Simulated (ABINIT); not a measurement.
## Positron calculation, with input and output: AlN (part 2 of 2)

AlN (4 atoms in the cell); Kohn-Sham DFT of a periodic cell, PBEsol, JTH PAW PBE v2.0, no spin polarisation (ABINIT 10.8.3); cutoff 707.5 eV, 7×7×4 k-mesh, fermi-dirac of 0.05 eV. The structure derives from an entry of the Crystallography Open Database.

Geometry of the input (Å; fractional positions):
```
3.1197  0.0000  0.0000
-1.5599  2.7018  0.0000
0.0000  0.0000  4.9942
Al 0.6667  0.3333  0.4990
Al 0.3333  0.6667  -0.0010
N  0.6667  0.3333  0.8810
N  0.3333  0.6667  0.3810
```

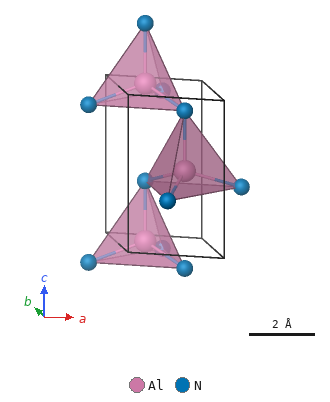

The structure (polyhedral view of the cell of the calculation, seen slightly off an axis; polyhedra are completed across the faces of the cell).

Output, continued
```
 cartesian forces (eV/Angstrom) at end:
    1     -0.00000000000000    -0.00000000000000     0.00268998286443
    2      0.00000000000000     0.00000000000000     0.00268998286443
    3      0.00000000000000     0.00000000000000    -0.00268998286443
    4     -0.00000000000000    -0.00000000000000    -0.00268998286443
 frms,max,avg= 1.5530623E-03 2.6899829E-03   0.000E+00  0.000E+00 -2.425E-03 e/A
 length scales=  5.895414911500  5.895414916100  9.437759066500 bohr
              =  3.119719217867  3.119719220301  4.994247016597 angstroms
 Fermi (or HOMO) energy (hartree) =   0.31738   Average Vxc (hartree)=  -0.39731
 Eigenvalues (hartree) for nkpt=  24  k points:
 kpt#   1, nband= 12, wtk=  0.00510, kpt=  0.0000  0.0000  0.0000 (reduced coord)
  -0.29583   -0.21627    0.03859    0.22866    0.22866    0.25284    0.25284    0.26088
   0.40892    0.49836    0.64405    0.66326
      occupation numbers for kpt#   1
   2.00000    2.00000    2.00000    2.00000    2.00000    2.00000    2.00000    2.00000
   0.00000    0.00000    0.00000    0.00000
 prteigrs : prtvol=0 or 1, do not print more k-points.

--- !EnergyTerms
iteration_state     : {dtset: 1, }
comment             : Components of total free energy in Hartree
kinetic             :  1.39363430032060E+01
hartree             :  5.66705147510044E+00
xc                  : -7.65243607758420E+00
Ewald energy        : -2.16930557919178E+01
psp_core            : -6.29511449812259E-02
local_psp           : -1.82236885881633E+01
PAW spherical_terms :  3.62608105294868E+00
internal            : -2.44026560713913E+01
'-kT*entropy'       :  1.25294605474895E-15
total_energy        : -2.44026560713913E+01
total_energy_eV     : -6.64030099786462E+02
...

--- !EnergyTermsDC
iteration_state     : {dtset: 1, }
comment             : '"Double-counting" decomposition of free energy'
band_energy         :  1.07990614691513E+00
Ewald energy        : -2.16930557919178E+01
psp_core            : -6.29511449812259E-02
xc_dc               : -4.53944907937481E+00
PAW spherical_terms :  8.12892585607845E-01
internal            : -2.44026572837508E+01
'-kT*entropy'       :  1.25294605474895E-15
total_energy_dc     : -2.44026572837508E+01
total_energy_dc_eV  : -6.64030132776446E+02
...

--- !EnergyTermsWithPAWCore
iteration_state     : {dtset: 1, }
comment             : 'Components of total free energy, including PAW core contributions'
Total energy        : -5.94020682198226E+02
Total energy DC     : -5.94020683410585E+02
Total energy (eV)   : -1.61641262213970E+04
Total energy DC (eV): -1.61641262543870E+04
...

 Cartesian components of stress tensor (hartree/bohr^3)
  sigma(1 1)= -1.36696919E-07  sigma(3 2)=  0.00000000E+00
  sigma(2 2)= -1.36696463E-07  sigma(3 1)=  0.00000000E+00
  sigma(3 3)=  6.04661629E-07  sigma(2 1)=  2.52621301E-15

-Cartesian components of stress tensor (GPa)         [Pressure= -3.2487E-03 GPa]
- sigma(1 1)= -4.02176221E-03  sigma(3 2)=  0.00000000E+00
- sigma(2 2)= -4.02174879E-03  sigma(3 1)=  0.00000000E+00
- sigma(3 3)=  1.77897593E-02  sigma(2 1)=  7.43237529E-11

================================================================================
== DATASET  2 ==================================================================

--- !DatasetInfo
iteration_state: {dtset: 2, }
dimensions: {natom: 4, nkpt: 1, mband: 1, nsppol: 1, nspinor: 1, nspden: 1, mpw: 899, }
cutoff_energies: {ecut:  26.0, pawecutdg:  48.0, }
electrons: {nelect:   1.00000000E+00, charge:   0.00000000E+00, occopt:   2.00000000E+00, tsmear:   1.00000000E-02, }
meta: {optdriver: 0, ionmov: 0, optcell: 0, iscf: 17, paral_kgb: 0, }
...

 mkfilename : getden/=0, take file _DEN from output of DATASET   1.

 Real(R)+Recip(G) space primitive vectors, cartesian coordinates (Bohr,Bohr^-1):
 R(1)=  5.8954149  0.0000000  0.0000000  G(1)=  0.1696233  0.0979321  0.0000000
 R(2)= -2.9477075  5.1055791  0.0000000  G(2)=  0.0000000  0.1958642  0.0000000
 R(3)=  0.0000000  0.0000000  9.4377591  G(3)=  0.0000000  0.0000000  0.1059574
 Unit cell volume ucvol=  2.8407190E+02 bohr^3
 Angles (23,13,12)=  9.00000000E+01  9.00000000E+01  1.20000000E+02 degrees

 Coarse grid specifications (used for wave-functions):

 getcut: wavevector=  0.0000  0.0000  0.0000  ngfft=  30  30  45
         ecut(hartree)=     26.000   => boxcut(ratio)=   2.03110

 Fine grid specifications (used for densities):

 getcut: wavevector=  0.0000  0.0000  0.0000  ngfft=  40  40  60
         ecut(hartree)=     48.000   => boxcut(ratio)=   2.03843

--- Pseudopotential description ------------------------------------------------
- pspini: atom type   1  psp file is ./Al.GGA_PBE-JTH.xml
 Pseudopotential format is: paw10
 basis_size (lnmax)=  4 (lmn_size=  8), orbitals=   0   0   1   1
 Spheres core radius: rc_sph= 1.90363307
 Shapefunction is SIN type: shapef(r)=[sin(pi*r/rshp)/(pi*r/rshp)]**2
 Radius for shape functions =  1.60786206
 Compensation charge density is not taken into account in XC energy/potential

- pspini: atom type   2  psp file is ./N.GGA_PBE-JTH.xml
 Pseudopotential format is: paw10
 basis_size (lnmax)=  4 (lmn_size=  8), orbitals=   0   0   1   1
 Spheres core radius: rc_sph= 1.20497474
 Shapefunction is SIN type: shapef(r)=[sin(pi*r/rshp)/(pi*r/rshp)]**2
 Radius for shape functions =  1.00243812
 Compensation charge density is not taken into account in XC energy/potential

--------------------------------------------------------------------------------

================================================================================

--- !BeginCycle
iteration_state: {dtset: 2, }
solver: {iscf: 17, nstep: 80, nline: 4, wfoptalg: 10, }
tolerances: {toldfe: 1.00E-09, }
...

     iter   Etot(hartree)      deltaE(h)  residm     nres2
 ETOT  1  -24.791787421590    -2.479E+01 3.156E-01 6.436E-01
 ETOT  2  -24.806513488548    -1.473E-02 3.035E-04 1.644E-01
 ETOT  3  -24.806547245333    -3.376E-05 4.145E-05 3.202E-03
 ETOT  4  -24.806552431716    -5.186E-06 6.454E-06 1.506E-04
 ETOT  5  -24.806553476043    -1.044E-06 1.578E-06 2.361E-06
 ETOT  6  -24.806553661726    -1.857E-07 2.876E-07 1.359E-07
 ETOT  7  -24.806553705446    -4.372E-08 7.491E-08 2.375E-09
 ETOT  8  -24.806553716482    -1.104E-08 1.388E-08 2.198E-10
 ETOT  9  -24.806553718577    -2.095E-09 3.734E-09 1.134E-11
 ETOT 10  -24.806553719005    -4.283E-10 6.956E-10 3.815E-12
 ETOT 11  -24.806553719173    -1.675E-10 1.902E-10 9.445E-12

 At SCF step   11, etot is converged :
  for the second time, diff in etot=  1.675E-10 < toldfe=  1.000E-09

--- !ResultsGS
iteration_state: {dtset: 2, }
comment   : Summary of ground state results
lattice_vectors:
- [  5.8954149,   0.0000000,   0.0000000, ]
- [ -2.9477075,   5.1055791,   0.0000000, ]
- [  0.0000000,   0.0000000,   9.4377591, ]
lattice_lengths: [   5.89541,    5.89541,    9.43776, ]
lattice_angles: [ 90.000,  90.000, 120.000, ] # degrees, (23, 13, 12)
lattice_volume:   2.8407190E+02
convergence: {deltae: -1.675E-10, res2:  9.445E-12, residm:  1.902E-10, diffor:  0.000E+00, }
etotal    :  -2.48065537E+01
entropy   :   0.00000000E+00
fermie    :  -4.03897792E-01
cartesian_stress_tensor: null
pressure_GPa: null
xred      :
- [  6.6667E-01,   3.3333E-01,   4.9905E-01, Al]
- [  3.3333E-01,   6.6667E-01,  -9.5051E-04, Al]
- [  6.6667E-01,   3.3333E-01,   8.8095E-01,  N]
- [  3.3333E-01,   6.6667E-01,   3.8095E-01,  N]
cartesian_forces: null
force_length_stats: {min: null, max: null, mean: null, }
...

 Integrated electronic density in atomic spheres:
 ------------------------------------------------
 Atom  Sphere_radius  Integrated_density
    1        1.90363          0.01609476
    2        1.90363          0.01609476
    3        1.20497          0.00488524
    4        1.20497          0.00488524

--------------------------------------------------------------------------------
 Results for electron-positron annihilation:

2 computations of positron lifetime have been performed (with different enhancement factors).

########## Lifetime computation 1

 # Zero-positron density limit of Arponen and Pajanne provided by Boronski & Nieminen
   + GGA corrections
   Ref.: Boronski and R.M. Nieminen, Phys. Rev. B 34, 3820 (1986)
         B. Barbiellini, M.J. Puska, T. Torsti and R.M.Nieminen, Phys. Rev. B 51, 7341 (1995)
 # Enhancement factor of Boronski & Nieminen
   Ref.: Boronski and R.M. Nieminen, Phys. Rev. B 34, 3820 (1986)

 Positron lifetime                         (ps)   =  1.77849164E+02
 Positron lifetime with IPM for core elec. (ps)   =  1.80250381E+02
 Annihilation rate                         (ns-1) =  5.62274220E+00
 Annihilation rate with IPM for core elec. (ns-1) =  5.54783848E+00

 Annihilation rate core/valence decomposition:
   Core    contribution to ann.rate          (ns-1) =  4.74560052E-01
   Valence contribution to ann.rate          (ns-1) =  5.14818215E+00
   Core    contribution to ann.rate with IPM (ns-1) =  3.81621618E-01
   Valence contribution to ann.rate with IPM (ns-1) =  5.16621686E+00

 Annihilation rate PAW decomposition:
   Plane-wave contribution to ann.rate          (ns-1) =  5.20258534E+00
   Plane-wave valence contribution to ann.rate  (ns-1) =  5.14851252E+00
   On-site core contribution to ann.rate        (ns-1) =  4.20487233E-01
   On-site valence contribution to ann.rate     (ns-1) = -3.30367108E-04
   Plane-wave contribution to ann.rate with IPM (ns-1) =  5.18282176E+00
   Plane-wave core contrb. to ann.rate with IPM (ns-1) =  1.71895871E-02

########## Lifetime computation 2

 # Zero-positron density limit of Arponen and Pajanne provided by Boronski & Nieminen
   + GGA corrections
   Ref.: Boronski and R.M. Nieminen, Phys. Rev. B 34, 3820 (1986)
         B. Barbiellini, M.J. Puska, T. Torsti and R.M.Nieminen, Phys. Rev. B 51, 7341 (1995)
 # Enhancement factor of Boronski & Nieminen IN THE RPA LIMIT
   Ref.: Boronski and R.M. Nieminen, Phys. Rev. B 34, 3820 (1986)

 Positron lifetime                         (ps)   =  1.62597179E+02
 Positron lifetime with IPM for core elec. (ps)   =  1.64567996E+02
 Annihilation rate                         (ns-1) =  6.15016822E+00
 Annihilation rate with IPM for core elec. (ns-1) =  6.07651565E+00

 Annihilation rate core/valence decomposition:
   Core    contribution to ann.rate          (ns-1) =  4.76100197E-01
   Valence contribution to ann.rate          (ns-1) =  5.67406802E+00
   Core    contribution to ann.rate with IPM (ns-1) =  3.81621618E-01
   Valence contribution to ann.rate with IPM (ns-1) =  5.69489403E+00

 Annihilation rate PAW decomposition:
   Plane-wave contribution to ann.rate          (ns-1) =  5.73004817E+00
   Plane-wave valence contribution to ann.rate  (ns-1) =  5.67443254E+00
   On-site core contribution to ann.rate        (ns-1) =  4.20484567E-01
   On-site valence contribution to ann.rate     (ns-1) = -3.64520129E-04
   Plane-wave contribution to ann.rate with IPM (ns-1) =  5.71153342E+00
   Plane-wave core contrb. to ann.rate with IPM (ns-1) =  1.71895871E-02

      (*) IPM=Independent particle Model

================================================================================

 ----iterations are completed or convergence reached----

 Mean square residual over all n,k,spin=   19.017E-11; max=  19.017E-11
 reduced coordinates (array xred) for    4 atoms
       0.666666666667      0.333333333333      0.499049490000
       0.333333333333      0.666666666667     -0.000950510000
       0.666666666667      0.333333333333      0.880950510000
       0.333333333333      0.666666666667      0.380950510000
 rms dE/dt=  0.0000E+00; max dE/dt=  0.0000E+00; dE/dt below (all hartree)
    1       0.000000000000      0.000000000000      0.000000000000
    2       0.000000000000      0.000000000000      0.000000000000
    3       0.000000000000      0.000000000000      0.000000000000
    4       0.000000000000      0.000000000000      0.000000000000

 cartesian coordinates (angstrom) at end:
    1      1.55985960894380     0.90058536604266     2.49237642656666
    2      0.00000000002052     1.80117073208533    -0.00474708173175
    3      1.55985960894380     0.90058536604266     4.39968445633694
    4      0.00000000002052     1.80117073208533     1.90256094803854
 length scales=  5.895414911500  5.895414916100  9.437759066500 bohr
              =  3.119719217867  3.119719220301  4.994247016597 angstroms
 Fermi (or HOMO) energy (hartree) =  -0.40390   Average Vxc (hartree)=  -0.31143
 Eigenvalues (hartree) for nkpt=   1  k points:
 kpt#   1, nband=  1, wtk=  1.00000, kpt=  0.0000  0.0000  0.0000 (reduced coord)
  -0.40390

--- !EnergyTerms
iteration_state     : {dtset: 2, }
comment             : Components of total free energy in Hartree
kinetic             :  1.75209432974175E-01
local_psp           : -4.92776958971400E-01
PAW spherical_terms :  1.90697537364226E-02
positronic          : -2.98497772260801E-01
electronic          : -2.44026572837508E+01
electron_positron_interaction: -1.05400682327088E-01
total_energy        : -2.48065557383387E+01
total_energy_eV     : -6.75020769628392E+02
...

--- !EnergyTermsDC
iteration_state     : {dtset: 2, }
comment             : '"Double-counting" decomposition of free energy'
band_energy         : -4.03897791919933E-01
PAW spherical_terms :  0.00000000000000E+00
electron_positron_dc:  1.05402038825173E-01
positronic          : -2.98495753094758E-01
electronic          : -2.44026572837508E+01
electron_positron_interaction: -1.05400682327088E-01
total_energy_dc     : -2.48065537191727E+01
total_energy_dc_eV  : -6.75020714684085E+02
...

== END DATASET(S) ==============================================================
================================================================================

 -outvars: echo values of variables after computation  --------
            acell      5.8954149115E+00  5.8954149161E+00  9.4377590665E+00 Bohr
           etotal1    -2.4402657284E+01
           etotal2    -2.4806553719E+01
            fcart1    -5.8462142824E-27 -3.3753133862E-27  5.2311837984E-05
                       5.8462142824E-27  3.3753133862E-27  5.2311837984E-05
                       2.3384857130E-26  1.3501253545E-26 -5.2311837984E-05
                      -2.3384857130E-26 -1.3501253545E-26 -5.2311837984E-05
            fcart2     9.9999999999E+99  9.9999999999E+99  9.9999999999E+99
                       9.9999999999E+99  9.9999999999E+99  9.9999999999E+99
                       9.9999999999E+99  9.9999999999E+99  9.9999999999E+99
                       9.9999999999E+99  9.9999999999E+99  9.9999999999E+99
            rprim      1.0000000000E+00  0.0000000000E+00  0.0000000000E+00
                      -4.9999999960E-01  8.6602540400E-01  0.0000000000E+00
                       0.0000000000E+00  0.0000000000E+00  1.0000000000E+00
           strten1    -1.3669691919E-07 -1.3669646278E-07  6.0466162925E-07
                       0.0000000000E+00  0.0000000000E+00  2.5262130141E-15
           strten2     9.9999999999E+99  9.9999999999E+99  9.9999999999E+99
                       9.9999999999E+99  9.9999999999E+99  9.9999999999E+99
           xangst      1.5598596089E+00  9.0058536604E-01  2.4923764266E+00
                       2.0519837244E-11  1.8011707321E+00 -4.7470817317E-03
                       1.5598596089E+00  9.0058536604E-01  4.3996844563E+00
                       2.0519837244E-11  1.8011707321E+00  1.9025609480E+00
             xred      6.6666666667E-01  3.3333333333E-01  4.9904949000E-01
                       3.3333333333E-01  6.6666666667E-01 -9.5051000000E-04
                       6.6666666667E-01  3.3333333333E-01  8.8095051000E-01
                       3.3333333333E-01  6.6666666667E-01  3.8095051000E-01
 Calculation completed.
```

Summary

| quantity | value |
| --- | --- |
| outcome | converged |
| space group (tolerance 0.01 Å) | P6₃mc (186) |
| electrons treated | 16 |
| free energy | −664.0301 eV |
| positron lifetime (one of the program's estimates) | 162.6 ps |
| Fermi energy | 8.636 eV |
| gap on the k-point mesh | 4.03 eV |
| pressure | 0.00 GPa |
| largest force (length of the vector) | 0.003 eV/Å |
| hardware | 1 thread of Intel Xeon @ 2.70GHz, 189 GiB of memory available, shared host |
| wall time | 34 s |
| peak memory | 0.1 GiB |

Points of doubt noted for this run: PAW basis incomplete for positron.
